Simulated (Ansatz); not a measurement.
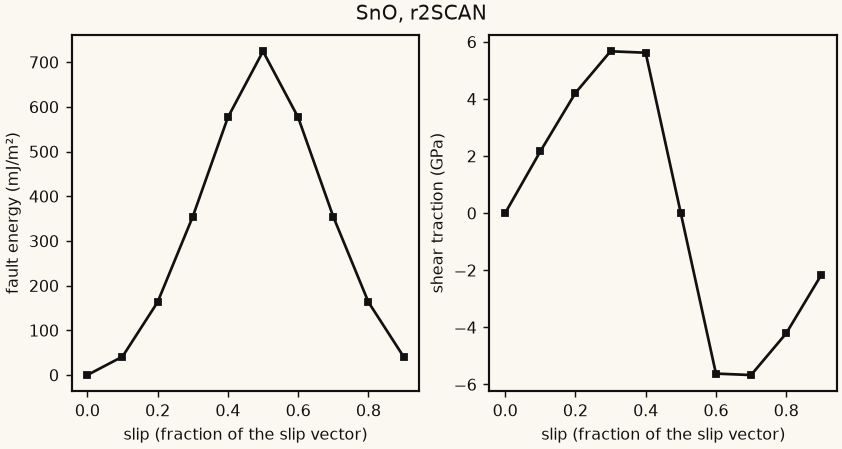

The plot gives the computed fault energy and shear traction against slip for SnO, space group P4/nmm (No. 129).

Starting cell:
```yaml
crystal:
  lattice:
    - [0.00000, 0.00000, -3.80668]
    - [-3.80930, 0.00000, 0.00000]
    - [0.00000, 9.87292, 0.00000]
  atoms:
    - { symbol: Sn, position: [0.62500, 0.00000, 0.86618] }
    - { symbol: Sn, position: [0.62500, 0.00000, 0.36618] }
    - { symbol: Sn, position: [0.12500, 0.50000, 0.13382] }
    - { symbol: Sn, position: [0.12500, 0.50000, 0.63382] }
    - { symbol: O, position: [0.12500, 0.00000, 0.24994] }
    - { symbol: O, position: [0.12500, 0.00000, 0.74994] }
    - { symbol: O, position: [0.62500, 0.50000, 0.75006] }
    - { symbol: O, position: [0.62500, 0.50000, 0.25006] }
```

How it was computed, with Ansatz 0.2.0: rigid slide of a crystal across a plane by tilting cell vector c, one fault a cell, unrelaxed, by plane-wave density functional theory with PAW datasets, free energies less that of the undisturbed cell; scalar-relativistic. Level: r2SCAN, no spin polarisation.

- wave cutoff: 500 eV
- k mesh: 9×9×4
- occupations: Gaussian
- smearing width: 0.03 eV
- k shift: (0, 0, 0) (mesh steps)
- start: relaxed
- height of the cut: 0 (fraction of cell vector c)
- slip vector: (0, 1) (multiples of cell vectors a and b)

The points at slip 0.6, 0.7, 0.8 and 0.9 follow from computed ones by symmetry.

How high is the barrier to slip, and is there a metastable fault?

Answer. The highest fault energy among the points, the barrier to rigid slip along this vector, is 724 mJ/m² at slip 0.5; no local minimum, hence no metastable fault, shows among the points.

How does the shear traction vary with slip?

Answer. It goes from 0.00 GPa at slip 0.0 to −2.16 GPa at 0.9, not monotonically, with a high of 5.67 GPa at 0.3 and a low of −5.67 GPa at 0.7.

Limits of the calculation: odd k mesh can miss points on the zone edge.

The computed values:

| slip (fraction of the slip vector) | fault energy (mJ/m²) | shear traction (GPa) |
| --- | --- | --- |
| 0.0 | 0.0 | 0.00 |
| 0.1 | 41.2 | 2.16 |
| 0.2 | 163.2 | 4.21 |
| 0.3 | 354.3 | 5.67 |
| 0.4 | 576.5 | 5.62 |
| 0.5 | 724.4 | 0.00 |
| 0.6 | 576.5 | −5.62 |
| 0.7 | 354.3 | −5.67 |
| 0.8 | 163.2 | −4.21 |
| 0.9 | 41.2 | −2.16 |
